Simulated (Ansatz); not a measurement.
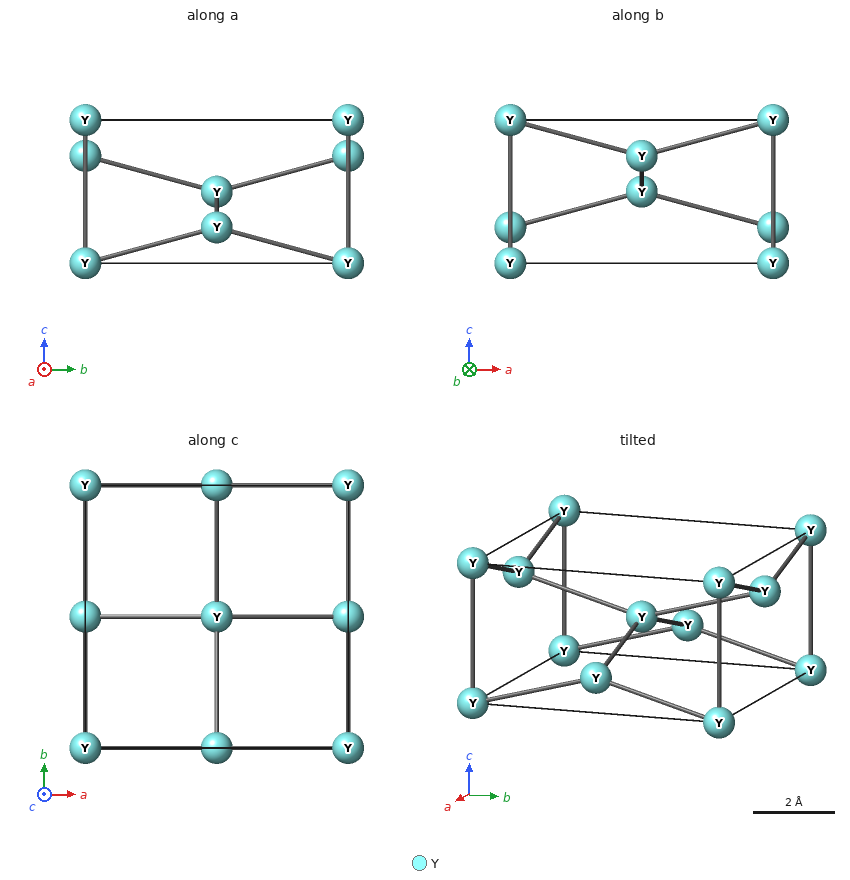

View along the a axis, along the b axis, along the c axis and slightly off an axis, drawn as a ball-and-stick model. Lines trace the edges of the conventional unit cell.

Lattice parameters: a = 6.494 Å, b = 6.494 Å, c = 3.540 Å, α = 90.00°, β = 90.00°, γ = 90.00°.

Q: Write down what is shown as a table of Wyckoff sites.

A: Space group I4_1/amd:1 (No. 141).
```csv
atom,site,x,y,z
Y,4a,0.0000,0.0000,0.0000
```

The structure comes from a structure type filled with this element by a generator (whether the element takes this form wasn't checked). Earlier steps of the study may have refined or changed the cell and positions. It was run through Ansatz as a DFT input.
